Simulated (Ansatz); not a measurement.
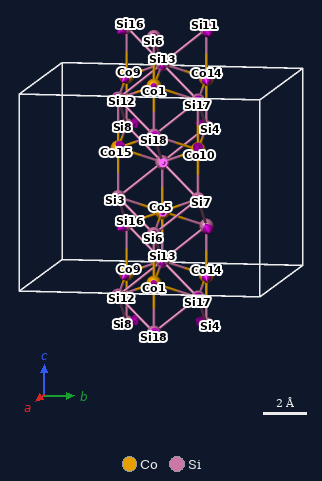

This is a relaxation of a wire of composition CoSi2. The starting structure is drawn; purple arrows show the displacements (the part carried along by the change of the cell is left out), at their true length.

A ball-and-stick model of the cell of the calculation, with the vacuum cut short, seen slightly off an axis.

Case: wire along [1 1 1], 18 atoms a period.

Theory: DFT PBE, scalar-relativistic, plane waves, PAW in Ansatz 0.2.0. Set-up: plane-wave cutoff 420 eV; k-point mesh 1 × 1 × 6; occupations gaussian; smearing width 0.05 eV; no spin polarisation; cell relaxed at fixed a, b, alpha, beta, gamma; force threshold 0.02 eV/Å; at most 45 steps.

Question: What happened in the run?

Answer: The energy falls by 3.137 eV per cell of the calculation in 20 accepted moves (21 points after the start). Largest force component: 1.4 eV/Å at the start, 0.015 eV/Å at the end. The SCF was repeated once at an unchanged geometry on a basis and grid sized afresh for the cell, which shifted the energy by 5.9 meV per cell of the calculation at most. The largest moves relative to the centre of the atoms, 0.90 Å, are those of Si atoms. By element the largest moves are Si 0.90 Å, Co 0.66 Å. Along the periodic axis the drawn cell goes c 9.284 → 8.423 Å (−9.3 %). Near-neighbour distances that change, for instance: Si–Si 3.790 → 2.513 Å, Si–Si 2.680 → 3.657 Å, Si–Si 3.790 → 2.917 Å, Si–Si 3.790 → 3.063 Å. Bond angles that change, for instance: Si–Co–Si 180.0° → 136.0°, Si–Co–Si 70.5° → 113.8°, Co–Si–Co 109.5° → 69.4°. Cost: 8.1 min on 4 threads of Intel(R) Xeon(R) Platinum 8259CL CPU @ 2.50GHz (Skylake/Cascade Lake), with other jobs on the host, peak memory 2.6 GiB.

Limits of the set-up: an element that often carries a moment was run without spin polarisation.
